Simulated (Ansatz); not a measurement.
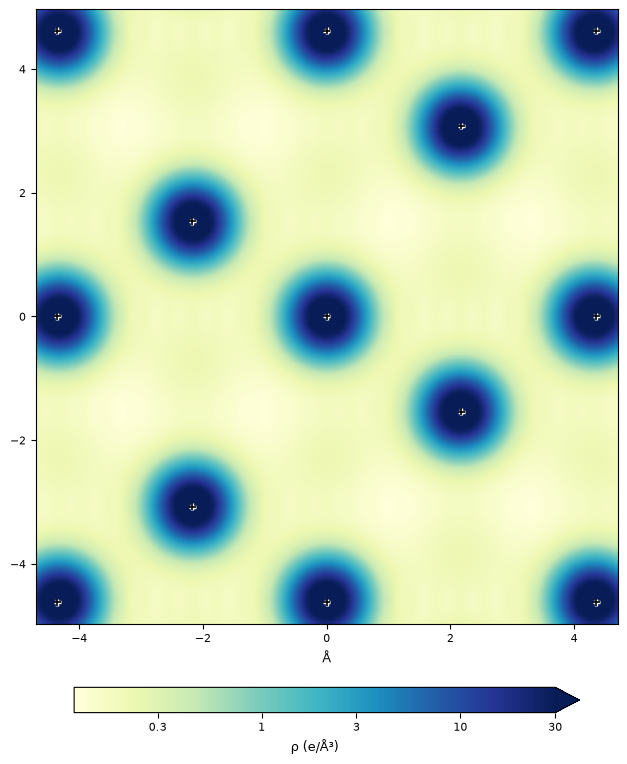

The valence electron density on a plane through atoms (crosses mark nuclei in the plane).

Method: Ansatz 0.2.0, DFT, PBE, plane waves (420 eV) with PAW, scalar-relativistic.

Candidates:
A. Pt, a = 5.86 Å, b = 5.86 Å, c = 5.86 Å, α = 90.00°, β = 90.00°, γ = 90.00°. Space group Fd-3m; set up as Pt, diamond; a generated structure, not necessarily the stable one; changed on purpose from its base cell (volume × 1.04); computed pressure about −4 GPa in this cell.
B. Mo, a = 3.84 Å, b = 3.84 Å, c = 3.84 Å, α = 90.00°, β = 90.00°, γ = 90.00°. Space group Fm-3m; set up as Mo, fcc; a generated structure, not necessarily the stable one; changed on purpose from its base cell (volume × 0.88); computed pressure about 40 GPa in this cell; computed without spin polarisation.
C. Cu, a = 2.67 Å, b = 2.67 Å, c = 8.71 Å, α = 90.00°, β = 90.00°, γ = 120.00°. Space group P6₃/mmc; set up as Cu, dhcp; a generated structure, not necessarily the stable one; changed on purpose from its base cell (volume × 1.12); computed pressure about −12 GPa in this cell; computed without spin polarisation.

Question: Which system is this?

Answer: Candidate C: Cu on the (110) plane of the conventional cell, which holds Cu. Cu–Cu (2.67 Å): the density is about 0.22 e/Å³ at the midpoint.
